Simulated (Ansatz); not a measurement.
```
Co Si
1.0
     2.60202   -2.60202    0.00000
     2.60202    2.60202    0.00000
     0.00000    0.00000    5.36500
Co Si
2 4
Direct
  0.00000 0.00000 0.00000
  0.50000 0.50000 0.50000
  0.00000 0.50000 0.25000
  0.50000 0.00000 0.75000
  0.50000 0.00000 0.25000
  0.00000 0.50000 0.75000
```

Space group I4/mmm; changed on purpose from its base cell (equal xx and yy strain of -3 %, PAW files); computed pressure about 7 GPa in this cell; the program warned that a starting moment wasn't kept; spin-polarised, but the moments vanished.

Level of theory: Ansatz 0.2.0, DFT, PBEsol, PAW with Ansatz's default frozen-core files, scalar-relativistic.

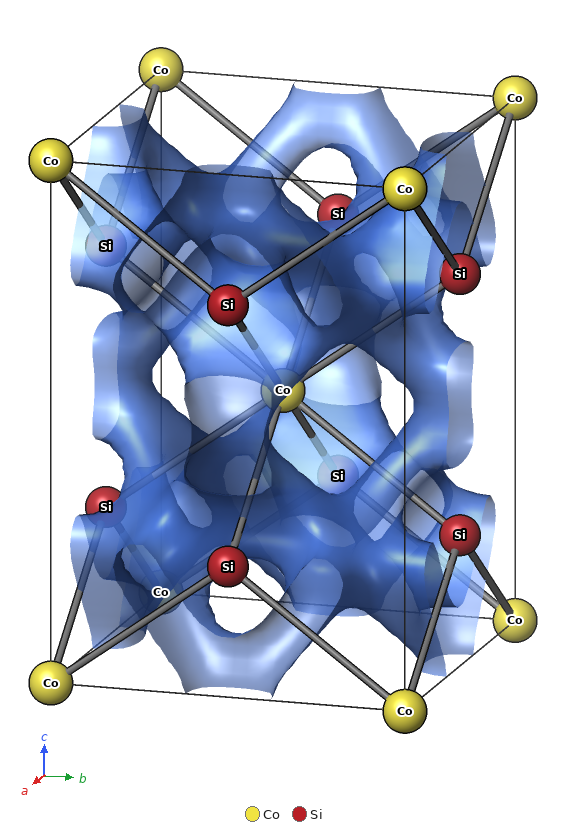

CoSi$_{2}$. Isosurface of the electron localisation function at 0.55 (blue), seen slightly off an axis. Only the valence region is drawn (cores and ρ < 0.01 e/Å³ removed). Sticks mark near contacts.

Core electrons are frozen (PAW), and the valence fields are smoothed inside the atomic spheres.

> Identify the bonds, lone pairs and shells in this picture.

At this value the surface marks out one network that runs through the whole crystal, counted in one cell of 6 atoms. Regions shared between cells count once. Along the contacts the grid gives the following. Co–Si (2.28 Å): the ELF peaks at about 0.75 in the valence shell of Si, 0.9 Å from its nucleus, and is about 0.50 at the midpoint.
